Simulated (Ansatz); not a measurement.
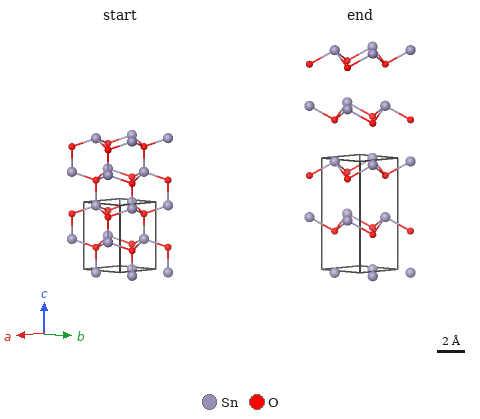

The structure of crystalline SnO (built on the wurtzite type) before (left) and after (right) a relaxation, at one scale.

Style: ball-and-stick. Shown: the cell of the calculation, repeated 2 × 2 × 2 with one cell outlined, from a free direction.

Theory: Ansatz, DFT, PBEsol, plane waves, PAW. (plane-wave cutoff 420 eV; k-point mesh 9 × 9 × 4; occupations fermi dirac; smearing width 0.03 eV; no spin polarisation; cell and atoms relaxed; force threshold 0.01 eV/Å; at most 120 steps)

Describe what moved and what it gained.

After 27 accepted moves (32 points after the start) the energy has fallen by 9.406 eV per cell of the calculation. Largest force component: 0.77 eV/Å at the start, 0.00024 eV/Å at the end. Pressure: 134.08 GPa at the start and 0.01 GPa at the end. At 5 points the geometry stayed and the basis and grid were re-selected for the new cell (energy shift of 0.790 eV per cell of the calculation at most each time). The largest moves relative to the cell, 0.005 Å, are those of Sn and O atoms. Largest moves by element: O 0.005 Å, Sn 0.005 Å. Cell: a = b 3.130 → 3.291 Å (+5.1 %), c 5.111 → 8.475 Å (+65.8 %). Volume +83.3 %. Among the contacts that change: O–Sn 1.917 → 3.168 Å, O–Sn 1.917 → 2.180 Å. Bonds break: O–Sn (1.92 → 3.17 Å). Among the angles between lasting bonds that change: Sn–O–Sn 109.5° → 98.0°, O–Sn–O 109.5° → 98.0°. The space group stays P6_3mc (No. 186).
